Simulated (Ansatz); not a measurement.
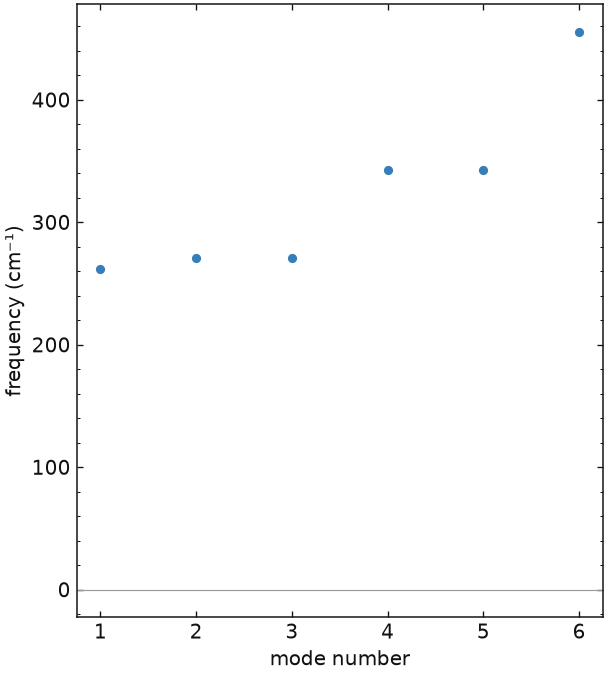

Computed with Ansatz 0.2.0: harmonic phonon frequencies at the zone centre with atoms at rest in the given cell, without the long-range term of polar modes, the three translations left out, imaginary frequencies are negative; plane waves with PAW datasets, Γ-centred k mesh. Level: PBEsol, no spin polarisation.

- wave cutoff: 420 eV
- k mesh: 18×18×18
- occupations: Fermi–Dirac
- smearing width: 0.15 eV
- volume relative to the relaxed cell: 0.98
- phonon method: linear response

The given structure:
```
Al Ru
1.0
    -1.55228    1.55228    4.17604
     1.55228   -1.55228    4.17604
     1.55228    1.55228   -4.17604
Al Ru
2 1
Direct
  0.65939 0.65939 0.00000
  0.34061 0.34061 0.00000
  0.00000 0.00000 0.00000
```

Zone-centre optical phonon frequencies (the three acoustic modes are left out) for Al₂Ru, space group I4/mmm (No. 139).

No frequency is imaginary, so the structure is stable to these displacements (zone-boundary modes weren't tested here). The highest mode lies at 455.3 cm⁻¹. The optical modes lie at 261.5, 271.0 (×2), 342.6 (×2), 455.3 cm⁻¹.

Note: metal sensitive to the k mesh.
